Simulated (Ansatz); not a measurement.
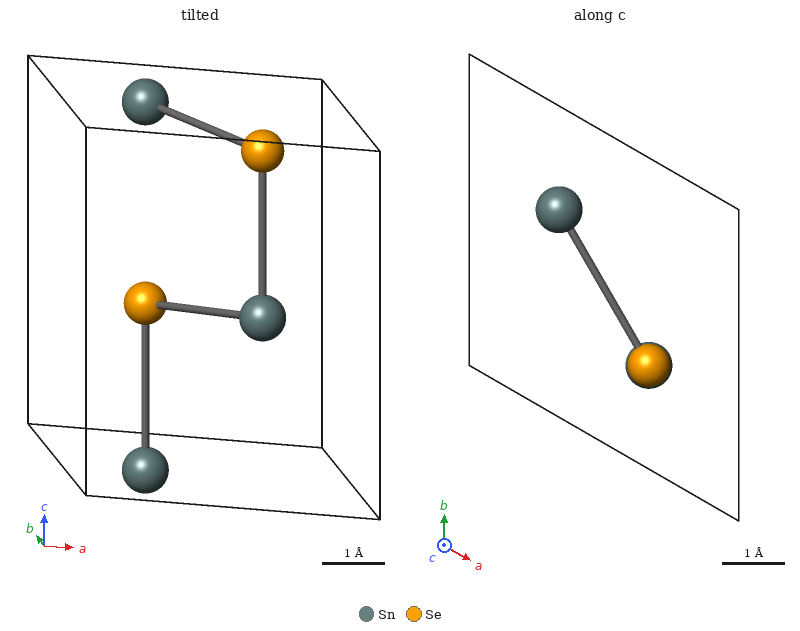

The crystal in a ball-and-stick representation, seen slightly off an axis and along the c axis. The parallelepiped is the conventional unit cell.

SnSe, space group P6_3mc (No. 186), a = 5.075 Å, b = 5.075 Å, c = 6.174 Å, α = 90.00°, β = 90.00°, γ = 120.00°. The starting point was a structure type filled with these elements by a generator (whether the compound takes this form wasn't checked). Earlier steps of the study, as a rule a relaxation of our own, may have changed the cell and positions, so they can lie some per cent off the listed ones. A calculation with Ansatz used it as input.

This one geometry was computed with Ansatz (DFT, plane waves, PAW) at four levels of theory: r2SCAN, PBE, LDA and PBE with spin-orbit coupling. It was relaxed beforehand with r2SCAN.

**Which level gives the highest pressure at this volume, and what does that say about its equilibrium volume?**

Highest: PBE (0.9 GPa) and PBE with spin-orbit coupling (0.8 GPa), which points to the largest equilibrium volume. Lowest, with the smallest volume: LDA (-2.3 GPa). Levels within 0.5 GPa of each other can't be told apart.

**How does the band gap change with the level of theory?**

PBE with spin-orbit coupling: a gap of 0.71 eV, direct; LDA: a gap of 0.84 eV, direct; PBE: a gap of 0.88 eV, direct; r2SCAN: a gap of 1.00 eV, indirect.

**Collect the results in a table.**

| level | cutoff (eV) | k-mesh of the run's cell | gap (eV) | pressure (GPa) |
| --- | --- | --- | --- | --- |
| r2SCAN | 500 | 6×6×4 | 1.00 | 0.0 |
| PBE | 420 | 6×6×4 | 0.88 | 0.9 |
| LDA | 420 | 6×6×4 | 0.84 | -2.3 |
| PBE with spin-orbit coupling | 420 | 6×6×4 | 0.71 | 0.8 |

Gaps are taken on the k-mesh or band path of each run.
